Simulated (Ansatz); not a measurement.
# Single-point calculation, with input and output: LiNbO₃ (part 2 of 2)

LiNbO₃ (40 atoms in the cell); DFT PBE, scalar-relativistic, plane waves, PAW, no spin polarisation (Ansatz 0.2.0); cutoff 420 eV, 3×3×3 k-mesh, Gaussian smearing of 0.05 eV. The structure derives from an entry of the Crystallography Open Database.

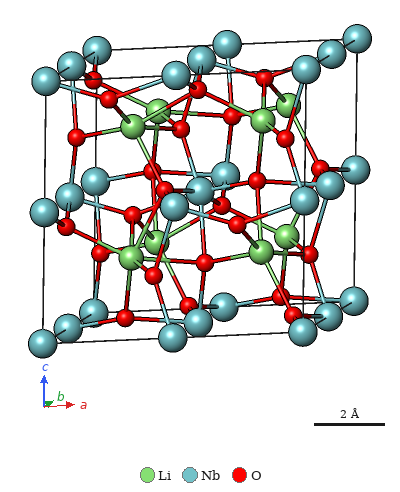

Figure 1. The input geometry (ball-and-stick view of the cell of the calculation, seen slightly off an axis). An atom can appear more than once, as a periodic image.

Output, continued
```
  k-point 0: bands = ["-46.8465", "-46.8414", "-46.8414", "-46.8414", "-46.8363", "-46.8363", "-46.8363", "-46.8314", "-35.3447", "-35.3440", "-35.3440", "-35.3440", "-35.3431", "-35.3431", "-35.3431", "-35.3421", "-23.1920", "-23.1920", "-23.1920", "-23.1829", "-23.1829", "-23.1829", "-23.1808", "-23.1808", "-23.1485", "-23.1485", "-23.1485", "-23.0989", "-23.0204", "-23.0204", "-23.0126", "-23.0126", "-23.0126", "-22.9560", "-22.9560", "-22.9560", "-22.9301", "-22.9301", "-22.9301", "-22.9102", "-9.6999", "-9.3526", "-9.3526", "-9.3526", "-9.0477", "-9.0477", "-9.0477", "-9.0316", "-9.0316", "-8.9438", "-8.9438", "-8.9438", "-8.1988", "-8.1988", "-8.1988", "-8.1279", "-8.1163", "-8.1163", "-8.1163", "-8.0616", "-8.0616", "-8.0616", "-7.9116", "-7.9116", "2.7263", "2.7263", "2.7263", "2.7532", "2.7532", "2.7532", "2.8401", "2.8401", "2.9109", "2.9109", "2.9109", "3.0366", "3.0807", "3.0807", "3.0807", "3.0980", "3.0980", "4.0034", "4.3773", "4.3773", "4.3773", "4.6234", "4.6234", "4.6234", "4.8943", "4.8943", "4.8943", "5.1553", "5.2432", "5.2432", "5.3126", "5.3126", "5.3126", "5.3832", "5.3832", "5.3832", "5.4944", "5.4944", "5.4944", "5.9067", "5.9067", "5.9067", "5.9718", "5.9718", "5.9718", "6.0420", "6.2233", "6.2233", "6.2233", "6.2857", "6.2857", "6.2857", "6.3691", "6.3691", "6.5511", "6.5511", "6.5511", "6.5625", "6.5643", "6.5643", "6.6172", "6.6172", "6.6172", "6.7834", "6.7896", "6.7896", "6.7896", "7.0691", "7.0691", "7.0691", "7.2529", "7.2529", "10.8731", "10.8731", "10.9623", "10.9623", "10.9623", "11.3422", "11.4476", "11.4476", "11.4476", "11.8967", "11.8967", "11.8967", "11.9459", "11.9459", "11.9459", "12.4545", "12.4545", "12.5353", "12.5353", "12.5353", "12.6254", "12.7252"]
  k-point 1: bands = ["-46.8452", "-46.8427", "-46.8401", "-46.8401", "-46.8376", "-46.8376", "-46.8351", "-46.8326", "-35.3446", "-35.3442", "-35.3438", "-35.3438", "-35.3433", "-35.3433", "-35.3428", "-35.3424", "-23.1891", "-23.1836", "-23.1824", "-23.1824", "-23.1808", "-23.1808", "-23.1608", "-23.1491", "-23.1394", "-23.1177", "-23.1177", "-23.0762", "-23.0558", "-23.0416", "-23.0416", "-23.0184", "-23.0147", "-23.0001", "-22.9554", "-22.9554", "-22.9464", "-22.9464", "-22.9292", "-22.9215", "-9.5827", "-9.4161", "-9.2248", "-9.2248", "-9.0887", "-9.0887", "-9.0125", "-8.9743", "-8.8738", "-8.8057", "-8.8057", "-8.7983", "-8.4513", "-8.3648", "-8.3648", "-8.3075", "-8.1662", "-8.1662", "-8.1101", "-8.1101", "-8.0943", "-8.0307", "-8.0240", "-7.9479", "2.7350", "2.7350", "2.7594", "2.7594", "2.7664", "2.8193", "2.8709", "2.9167", "3.0692", "3.1285", "3.1285", "3.1443", "3.2726", "3.3928", "3.4680", "3.6370", "3.6370", "3.8568", "3.8891", "3.8891", "4.2061", "4.2328", "4.4688", "4.6086", "4.6086", "4.7753", "4.7753", "4.8246", "4.9732", "4.9732", "5.0091", "5.1203", "5.2074", "5.4396", "5.4396", "5.4765", "5.5748", "5.5748", "5.7324", "5.7708", "5.7708", "5.9340", "5.9340", "5.9429", "6.0056", "6.0955", "6.1578", "6.1578", "6.1791", "6.2383", "6.3079", "6.3296", "6.3296", "6.4064", "6.4438", "6.5237", "6.5395", "6.5896", "6.5896", "6.6840", "6.6840", "6.7221", "6.8192", "6.8265", "6.8265", "6.8300", "6.8499", "7.1037", "7.1105", "7.1105", "7.1238", "7.1949", "10.8686", "10.9695", "11.0535", "11.0535", "11.2126", "11.3699", "11.3937", "11.3937", "11.4362", "11.7402", "11.9245", "11.9245", "11.9702", "12.0909", "12.0909", "12.1783", "12.4598", "12.4598", "12.5041", "12.5972", "12.6274", "12.6274"]
  k-point 2: bands = ["-46.8439", "-46.8414", "-46.8414", "-46.8389", "-46.8389", "-46.8364", "-46.8364", "-46.8339", "-35.3443", "-35.3440", "-35.3440", "-35.3435", "-35.3435", "-35.3431", "-35.3431", "-35.3426", "-23.1797", "-23.1793", "-23.1793", "-23.1765", "-23.1498", "-23.1396", "-23.1394", "-23.1394", "-23.1208", "-23.1208", "-23.1078", "-23.0645", "-23.0630", "-23.0554", "-23.0431", "-23.0431", "-23.0393", "-22.9976", "-22.9976", "-22.9771", "-22.9549", "-22.9451", "-22.9451", "-22.9363", "-9.4650", "-9.2777", "-9.2777", "-9.1432", "-9.0547", "-8.9048", "-8.8612", "-8.8612", "-8.8173", "-8.8173", "-8.8077", "-8.7165", "-8.4326", "-8.4240", "-8.4219", "-8.4219", "-8.3335", "-8.3335", "-8.3242", "-8.1888", "-8.1381", "-8.0768", "-8.0768", "-8.0153", "2.7512", "2.7512", "2.7797", "2.8233", "3.0454", "3.0977", "3.0977", "3.2006", "3.2006", "3.2179", "3.2753", "3.3796", "3.5192", "3.5192", "3.5956", "3.7157", "3.7642", "3.8553", "3.8553", "4.0240", "4.0331", "4.2620", "4.2662", "4.2662", "4.4462", "4.4462", "4.4775", "4.6077", "4.7817", "4.8577", "4.9899", "4.9908", "4.9908", "5.1804", "5.1804", "5.2445", "5.3683", "5.5363", "5.7024", "5.7024", "5.8114", "5.8114", "5.8258", "5.8358", "5.9688", "6.0863", "6.0863", "6.1224", "6.2176", "6.2996", "6.3759", "6.3759", "6.4086", "6.5327", "6.5327", "6.6033", "6.6221", "6.6221", "6.6594", "6.6791", "6.7457", "6.7457", "6.7931", "6.8357", "6.8436", "6.9455", "6.9455", "7.1310", "7.1393", "7.1573", "7.1573", "7.1700", "11.0271", "11.0271", "11.0791", "11.2351", "11.2531", "11.2531", "11.3827", "11.4316", "11.6440", "11.7427", "11.7427", "11.8642", "12.1011", "12.1011", "12.2173", "12.2568", "12.3102", "12.3102", "12.3974", "12.4682", "12.4931", "12.6479"]
  k-point 5: bands = ["-46.8427", "-46.8402", "-46.8401", "-46.8401", "-46.8376", "-46.8376", "-46.8376", "-46.8351", "-35.3442", "-35.3437", "-35.3437", "-35.3437", "-35.3433", "-35.3433", "-35.3433", "-35.3428", "-23.1502", "-23.1502", "-23.1470", "-23.1462", "-23.1425", "-23.1375", "-23.1375", "-23.1362", "-23.1105", "-23.1105", "-23.1103", "-23.0655", "-23.0624", "-23.0605", "-23.0605", "-23.0573", "-23.0511", "-22.9970", "-22.9955", "-22.9955", "-22.9757", "-22.9731", "-22.9731", "-22.9571", "-9.2908", "-9.1397", "-9.0933", "-9.0933", "-8.9337", "-8.9025", "-8.9025", "-8.8076", "-8.7958", "-8.7558", "-8.7558", "-8.7236", "-8.4345", "-8.4041", "-8.3898", "-8.3898", "-8.3864", "-8.3746", "-8.3746", "-8.3121", "-8.3121", "-8.2797", "-8.2741", "-8.2232", "2.8962", "2.9060", "2.9060", "3.0692", "3.1474", "3.1474", "3.3152", "3.3486", "3.3794", "3.3794", "3.4174", "3.4465", "3.8045", "3.8045", "3.8528", "3.9147", "3.9216", "4.0202", "4.0322", "4.0322", "4.1386", "4.1405", "4.1405", "4.1575", "4.1795", "4.2890", "4.3829", "4.3829", "4.5529", "4.5972", "4.6215", "4.6215", "4.7961", "4.8666", "4.8666", "4.9572", "5.1449", "5.3117", "5.3117", "5.4489", "5.4813", "5.6212", "5.7449", "5.7449", "5.8190", "6.0694", "6.0694", "6.1445", "6.4192", "6.4652", "6.4652", "6.5103", "6.6547", "6.6816", "6.6933", "6.6933", "6.7350", "6.7350", "6.7496", "6.7809", "6.8390", "6.8390", "6.8411", "6.8877", "6.9205", "7.0286", "7.0286", "7.0375", "7.1052", "7.1223", "7.1223", "7.1746", "10.9470", "10.9470", "10.9559", "11.1823", "11.2991", "11.2991", "11.5561", "11.6774", "11.8132", "11.9205", "11.9205", "11.9618", "11.9957", "12.0962", "12.0962", "12.1502", "12.2707", "12.2868", "12.2868", "12.4626", "12.4760", "12.4760"]
```

Key numbers

```csv
quantity,value
outcome,converged
space group (tolerance 0.01 Å),R3c (161)
electrons treated,272
free energy,−51717.7740 eV
Fermi energy,9.060 eV
gap on the k-point mesh,3.62 eV
largest force (length of the vector),0.204 eV/Å
hardware,"4 threads of Arm Neoverse V2, 24 GiB of memory available, shared host"
wall time,9.6 s (CPU time 38 s)
peak memory,1.7 GiB
```
